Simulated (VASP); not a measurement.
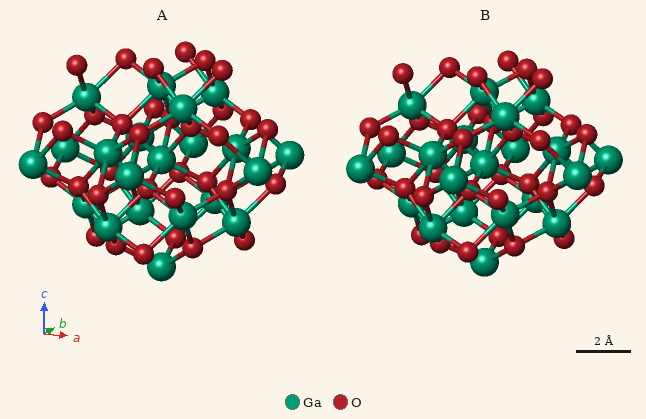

Two geometries of crystalline Ga$_{2}$O$_{3}$ (set up in R-3c), drawn at one scale. One is the start of a relaxation, the other its converged end. A ball-and-stick model of the atoms within 5.0 Å of the atom that moves most (axes of the conventional cell (3 times the calculation's cell)), seen slightly off an axis. Lengths and directions refer to the drawn axes.

All numbers below come from Kohn-Sham DFT of a periodic cell, LDA, VASP PAW LDA potentials, recommended in VASP 6.6.1. Set-up: plane-wave cutoff 300 eV; k-point mesh 3 × 3 × 3; occupations gaussian; smearing width 0.02 eV; no spin polarisation.

**Which geometry has the lower energy?**

Structure B is the relaxed one. The run lets cell and atoms move. The largest moves relative to the cell, 0.059 Å, are those of Ga atoms. Largest moves by element: Ga 0.059 Å, O 0.024 Å. The drawn cell changes as follows: a = b 4.974 → 4.802 Å (−3.5 %), c 13.577 → 12.805 Å (−5.7 %); the volume changes by −12.1 %. Near-neighbour distances that change, for instance: Ga–O 1.939 → 1.850 Å, Ga–O 2.059 → 1.989 Å. Bond angles that change, for instance: O–Ga–O 164.2° → 160.8°, O–Ga–O 101.1° → 104.0°, Ga–O–Ga 120.4° → 117.8°. The space group stays R-3c (No. 167). After 12 geometry steps the energy has fallen by 210 meV per atom. The largest force component goes from 0.46 to 0.0052 eV/Å. The pressure goes from −50.94 to −0.03 GPa. At step 1 the optimiser overshot: the energy rose above the start, and later steps came back. The volume changes by over a tenth within one run on a fixed set of plane waves, so the end point should be relaxed again from the new cell.
